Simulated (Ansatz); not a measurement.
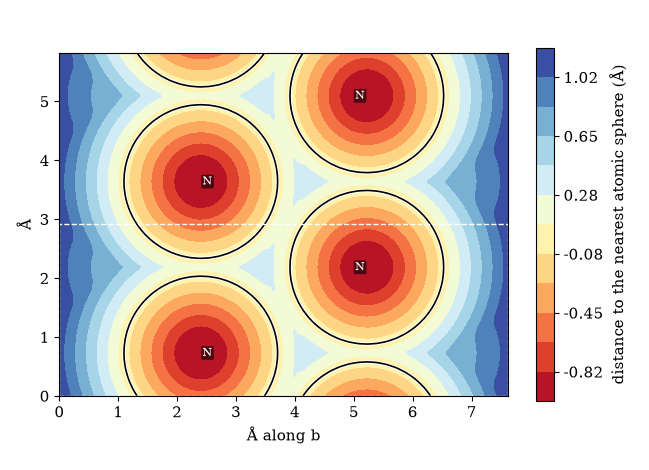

Map of the distance to the nearest atomic sphere in Si₃N₄ (P6_3/m), computed on the section x = 0.000 (parallel to b and c; the dashed line is one cell). The black line marks the spheres' surfaces; positive values are empty space; unlabelled circles belong to atoms above or below the section.

Atoms are hard spheres with Shannon crystal radii (six-coordinate where tabulated): Si 0.54 Å, N 1.32 Å.

Origin of the cell: coordinates from a relaxation with Ansatz, DFT, PBE-D3(BJ), plane waves, PAW.

Space group P6_3/m (No. 176). a = 7.619 Å, b = 7.619 Å, c = 2.911 Å, α = 90.00°, β = 90.00°, γ = 120.00°
| atom | site | symmetry | x | y | z |
| --- | --- | --- | --- | --- | --- |
| Si | 6h | m.. | 0.7678 | 0.1741 | 0.2500 |
| N | 6h | m.. | 0.0299 | 0.3299 | 0.2500 |
| N | 2d | -6.. | 0.3333 | 0.6667 | 0.7500 |

Q: Where is the largest hole in this section, and how large is it?

A: At 0.000, 0.000, 0.000 (fractional), where the distance reaches 1.20 Å; it is enclosed by 6 N in a distorted octahedral arrangement. It is the largest hole of the crystal.

Q: How much of the crystal lies outside the spheres?

A: About 45 % of the cell's volume, and 52 % of this section's area.

Q: What can pass through?

A: The largest sphere that fits anywhere has a diameter of 2.39 Å; the largest that can travel through the crystal, about 2.2 Å.
